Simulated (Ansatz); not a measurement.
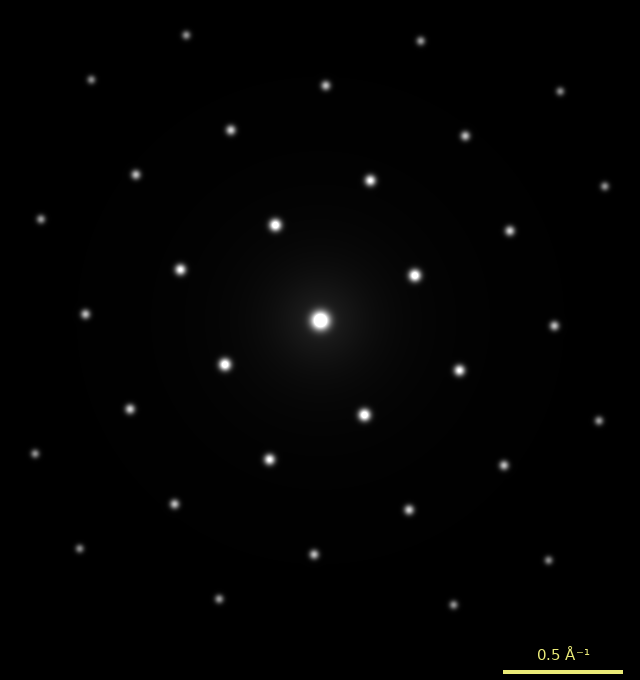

Computed electron diffraction pattern, 300 kV, single scattering only, B = 0.3 Å².

Phase: Ni, space group Pm-3m (No. 221), a = 2.260 Å. Structure: the geometry relaxed with DFT, LDA (PW92), plane waves (420 eV) with PAW, scalar-relativistic in Ansatz 0.2.0; the starting structure was generated, so it need not be a known form of this composition.

Q: Determine the zone axis from the geometry of the pattern.

A: The spots form a square net with both shortest vectors at d = 2.26 Å, 90.0° apart. They index as 1 0 0 and 0 1 0, so the zone axis is [001] (or an equivalent direction of <001>).

Q: List the strongest reflections.

A: Strongest reflections with d > 0.80 Å, one of each family (|F|² from tabulated Gaussian fits of the electron scattering factors, times a small damping for the curvature of the Ewald sphere):

```tsv
hkl	d (Å)	I (strongest = 100)
1 0 0	2.260	100
1 1 0	1.598	52
2 0 0	1.130	24
2 1 0	1.011	18
2 2 0	0.799	9
```
